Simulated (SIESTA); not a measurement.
# CdF2: 7 runs along one coordinate

System: CdF2 (Fm-3m, 3 atoms in the cell).
Method: Kohn-Sham DFT of a periodic cell, PBE, PseudoDojo 0.4 standard, converted to PSML, no spin polarisation (SIESTA 5.4.2).

The 7 runs differ only in the geometry, by an even scaling of the cell at fixed fractional positions. The structure derives from an entry of the Crystallography Open Database.

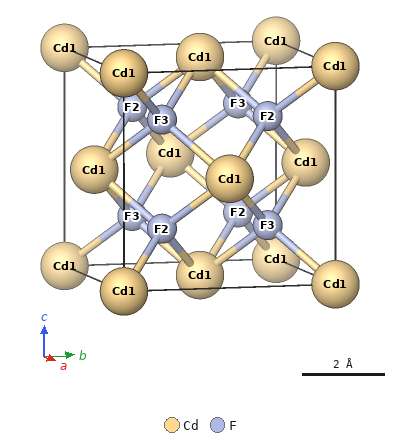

Figure 1. The structure of run 4 (ball-and-stick view of the cell 4 times as large as that of the calculation, set on its symmetry axes, seen slightly off an axis; atoms are numbered from 1 in the order of the input). An atom can appear more than once, as a periodic image.

**Input of run 4**
```
SystemName                      CdF2
SystemLabel                     CdF2
NumberOfSpecies                 2
NumberOfAtoms                   3
%block ChemicalSpeciesLabel
  1  48 Cd
  2   9 F
%endblock ChemicalSpeciesLabel

LatticeConstant                 1.0 Ang
%block LatticeVectors
     0.0000000000     2.6940000000     2.6940000000
     2.6940000000     0.0000000000     2.6940000000
     2.6940000000     2.6940000000     0.0000000000
%endblock LatticeVectors
AtomicCoordinatesFormat         Fractional
%block AtomicCoordinatesAndAtomicSpecies
     0.0000000000     0.0000000000     0.0000000000  1  Cd
     0.7500000000     0.7500000000     0.7500000000  2  F
     0.2500000000     0.2500000000     0.2500000000  2  F
%endblock AtomicCoordinatesAndAtomicSpecies

%block kgrid.MonkhorstPack
    9   0   0  0.0
    0   9   0  0.0
    0   0   9  0.0
%endblock kgrid.MonkhorstPack
XC.Functional                   GGA
XC.Authors                      PBE
PAO.BasisSize                   DZP
PAO.EnergyShift                 0.003 Ry
Mesh.Cutoff                     800 Ry
OccupationFunction              FD
ElectronicTemperature           0.05 eV
MaxSCFIterations                120
SCF.MustConverge                false
SCF.Mixer.Method                Pulay
SCF.Mixer.Weight                0.25
SCF.Mixer.History               8
SCF.DM.Tolerance                5.0e-05
SCF.H.Tolerance                 1.0e-03 eV
WriteForces                     true
Charge.Mulliken                 end
Charge.Hirshfeld                end
Charge.Voronoi                  end
SaveRho                         true
SaveElectrostaticPotential      true
%block PAO.Basis
  Cd 5
  n=4 0 2
    2.625 0.000
  n=5 0 2
    7.565 0.000
  n=4 1 2
    2.973 0.000
  n=5 1 1
    7.565
  n=4 2 2
    4.575 0.000
%endblock PAO.Basis
```

Command:
```bash
siesta CdF2.fdf > CdF2.out 2>&1
```

Run 5 has the same physical settings and fractional positions; its lattice vectors (Å) are:
```
   0.000000    2.711842    2.711842
   2.711842    0.000000    2.711842
   2.711842    2.711842    0.000000
```

**Results, with one run withheld**

| run | volume per atom (Å³) | free energy per atom, from the lowest run given (meV) | pressure (GPa) | gap on the mesh (eV) |
| --- | --- | --- | --- | --- |
| 1 | 12.253 | 61.01 | 14.85 | 3.36 |
| 2 | 12.513 | 39.39 | 11.72 | 3.29 |
| 3 | 12.774 | 23.15 | 8.26 | 3.22 |
| 4 | 13.035 | 11.93 | 5.72 | 3.15 |
| 5 | 13.295 | ? | ? | ? |
| 6 | 13.556 | 0.45 | 1.28 | 3.01 |
| 7 | 13.817 | 0.00 | −0.63 | 2.94 |

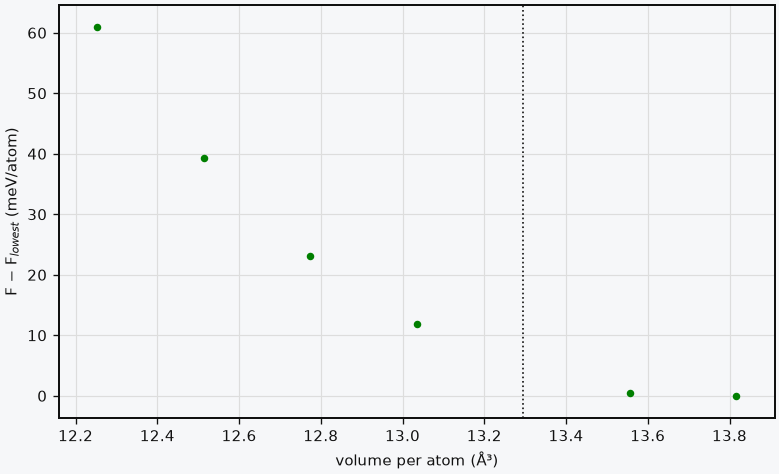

Figure 2. Free energy per atom of the runs given; the dotted line marks run 5.

Estimate the energy of run 5 from the others.

A cubic polynomial in V^(−2/3) (the Birch–Murnaghan form), fitted to the 6 runs given, misses them by at most 0.19 meV per atom. With x = V^(−2/3) − 0.18113 Å⁻², it reads F = 14.109 + 4257.5 x + 3.3067e+05 x² + 1.9668e+06 x³ (meV per atom). At run 5 it gives 4.39 meV per atom, and the run itself gives 4.35. The slope of the fit gives a pressure −dF/dV of 3.38 GPa there, and the run prints 3.56 GPa. The two needn't agree exactly: the fit is approximate, and the printed stress is taken on a finite basis. The fit has its minimum at 13.745 Å³ per atom, where V d²F/dV² gives 91.3 GPa: the bulk modulus at this level, since symmetry fixes the shape and the positions. The gap on the mesh goes, without turning, from 3.36 eV in run 1 to 2.94 eV in run 7; run 5 has 3.08 eV. These are gaps of this functional on this mesh, which can miss the band edges; they aren't the measured gap.

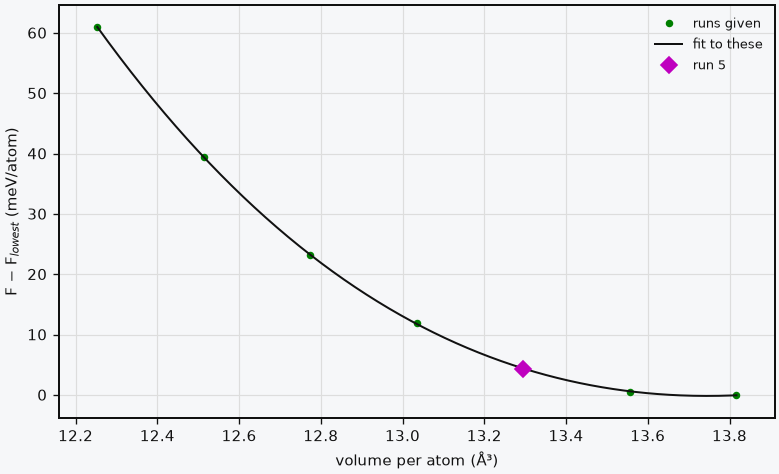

Figure 3. The fit and the withheld run.

**Some lines of the output (run 5)**
```
[...]
outcell: Cell volume (Ang**3)        :     39.8862
stepf: Fermi-Dirac step function
siesta: Etot    =     -6111.290005
siesta: FreeEng =     -6111.290005
        iscf     Eharris(eV)        E_KS(eV)     FreeEng(eV)     dDmax    Ef(eV) dHmax(eV)
siesta: E_KS(eV) =            -6114.0657
siesta: E_KS - E_eggbox =     -6114.0657
siesta: Etot    =     -6114.065726
siesta: FreeEng =     -6114.065726
siesta:         Fermi =      -6.215388
siesta: Cell volume =         39.886226 Ang**3
    Orbital volume contribution        =           1.327350 eV
```

Notes: Points of doubt noted for this run: mulliken charges of long orbitals. With a small basis of atomic orbitals these values can differ much from converged plane-wave results.
